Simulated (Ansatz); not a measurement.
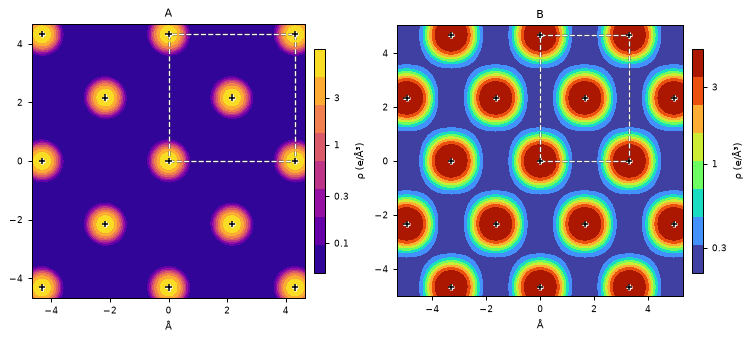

The valence pseudo-density of 2 systems, each on a plane through atoms (crosses mark nuclei in the plane).

These are results of Ansatz 0.2.0, DFT r2SCAN, scalar-relativistic, plane waves, PAW, not measurements.

System 1: Li, the (100) plane of the conventional cell. Space group Fm-3m; computed without spin polarisation.

```
Li
1.0
     4.31970    0.00000    0.00000
     0.00000    4.31970    0.00000
     0.00000    0.00000    4.31970
Li
4
Direct
  0.00000 0.00000 0.00000
  0.50000 0.50000 0.00000
  0.50000 0.00000 0.50000
  0.00000 0.50000 0.50000
```

System 2: Nb, the (110) plane of the conventional cell. Space group Im-3m; computed without spin polarisation.

**Which map belongs to which system?**

Panel A is system 1, Li: the plane holds Li. Li–Li (3.05 Å): ρ at the midpoint is about 0.06 e/Å³. Panel B is system 2, Nb: the plane holds Nb. Nb–Nb (2.86 Å): ρ at the midpoint is about 0.28 e/Å³.
